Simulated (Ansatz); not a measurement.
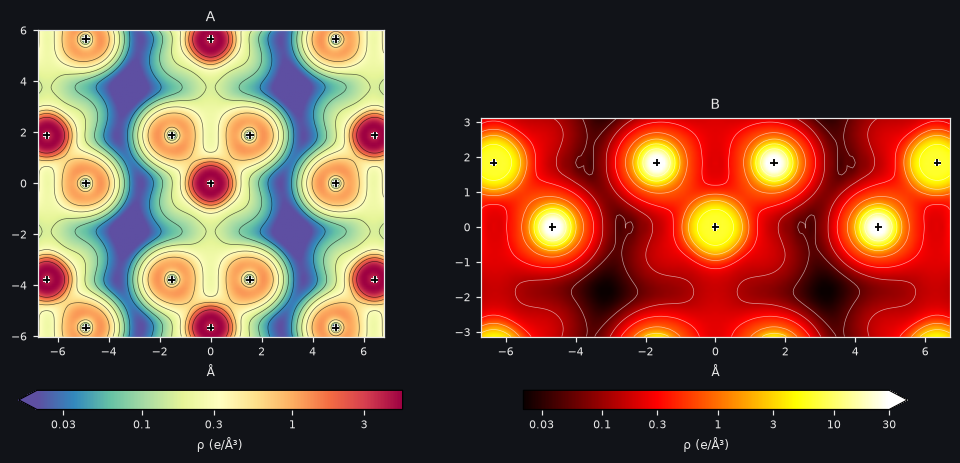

The valence pseudo-density of 2 systems, each on a plane through atoms (crosses mark nuclei in the plane).

Level of theory: Ansatz 0.2.0, DFT, r2SCAN with spin-orbit coupling, plane waves, PAW.

System 1: MoSe₂, the (110) plane of the conventional cell. Space group P6₃/mmc; started from the 2H (MoS2) bulk prototype, which need not be the ambient phase; changed on purpose from its base cell (hydrostatic strain -3.0%); computed pressure about 8 GPa in this cell.

System 2: WS₂, the (110) plane of the conventional cell. Space group P6₃/mmc; started from the 2H (MoS2) bulk prototype, which need not be the ambient phase; changed on purpose from its base cell (hydrostatic strain +3.0%); computed pressure about −5 GPa in this cell.

Which map belongs to which system?

Panel A is system 2, WS₂: the plane holds W and S. W–S (2.43 Å): ρ at the midpoint is about 0.61 e/Å³. Panel B is system 1, MoSe₂: the plane holds Mo and Se. Mo–Se (2.50 Å): ρ at the midpoint is about 0.56 e/Å³.
